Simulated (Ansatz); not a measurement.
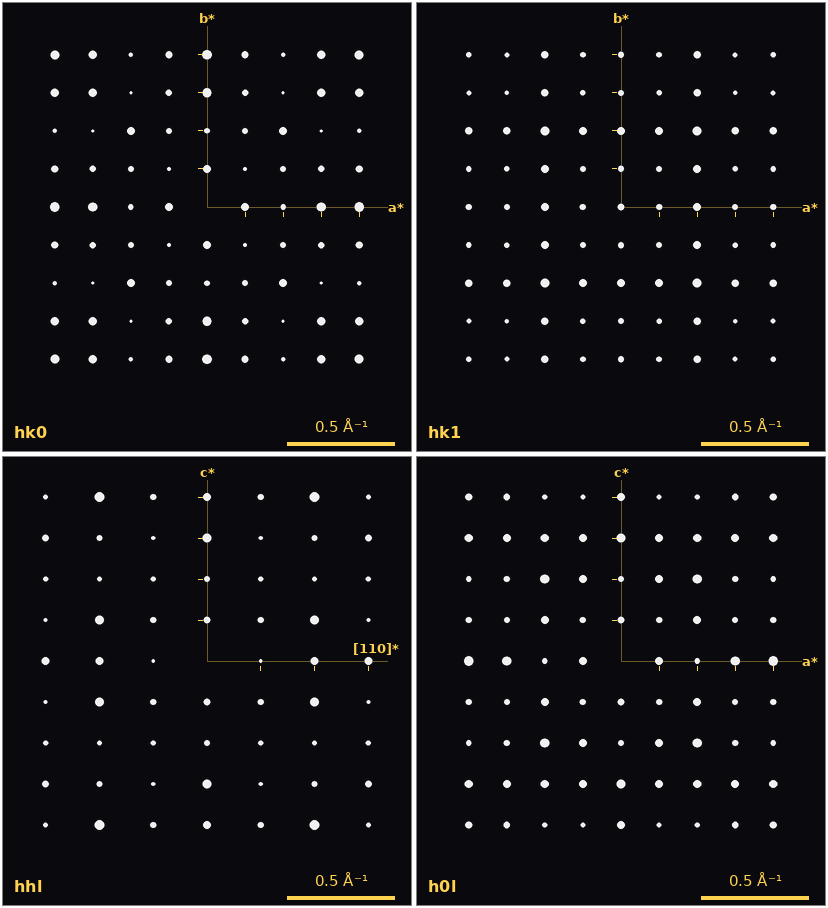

Four undistorted layers of reciprocal space, calculated for a single crystal (neutrons, kinematic |F|², B = 0.5 Å²). Tick marks count the reciprocal lattice steps of the conventional cell along each axis.

The compound is Ge. Structure: coordinates from a relaxation with DFT PBE, scalar-relativistic, plane waves, PAW (Ansatz); the starting structure was generated, so it need not be a known form of this composition.

Q: Read the reciprocal cell and give the direct cell.

A: a* = 0.179, b* = 0.179, c* = 0.192 Å⁻¹; the cell is tetragonal with a = 5.60 Å, c = 5.20 Å.

Q: Which reflection conditions do the layers show?

A: Reflections are present only under these conditions. hkl: no condition; hk0: no condition; h0l: no condition; hhl: no condition; h00: no condition; 00l: no condition. The lattice is primitive (P).

Q: Which space groups fit?

A: The intensities have Laue symmetry 4/mmm (the hk0 layer shows 4mm, hk1 shows 4mm). With these conditions the candidates are P422 (No. 89), P4mm (No. 99), P-42m (No. 111), P-4m2 (No. 115), P4/mmm (No. 123). Diffraction geometry alone does not choose among them; the structure has P-4m2.
